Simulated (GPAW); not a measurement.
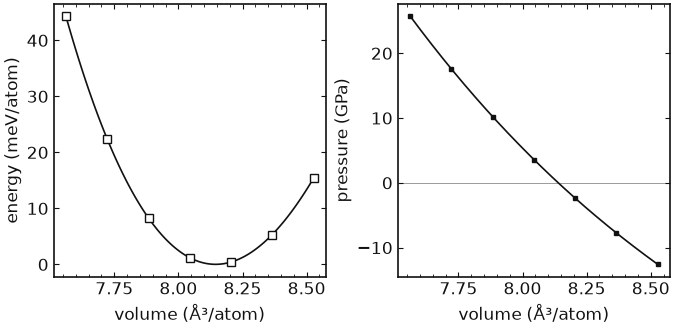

The figure shows the energy and pressure against volume for SiO₂, space group P4_2/mnm (No. 136).

Cell as given: a = 4.233 Å, b = 4.233 Å, c = 2.693 Å, α = 90.00°, β = 90.00°, γ = 90.00°; 6 atoms.

Method: PAW DFT in plane waves, on a grid or in atomic orbitals, no spin polarisation; energies at scaled volumes of the given cell, shape and fractions fixed, counted from the fit's minimum, third-order Birch-Murnaghan fit (GPAW 26.7.0). Level: PBE.

k mesh 5×5×8; occupations Fermi–Dirac; smearing width 0.05 eV; potentials GPAW PAW data sets (gpaw data 1.2.1); wave cutoff 800 eV; program settings basis pw.

**What equilibrium volume and bulk modulus follow from the curve?**

A third-order Birch–Murnaghan fit gives V0 = 8.14 Å³/atom, B0 = 298 GPa and B′ = 4.3.

**How does the pressure vary with volume?**

It falls from 25.74 GPa at volume 7.5618 Å³/atom to −12.58 GPa at 8.5271 Å³/atom, and changes sign near 8.14 Å³/atom.

Limits of the calculation: shape and atomic fractions are frozen while scaling, which makes layered, chain and framework solids too stiff.
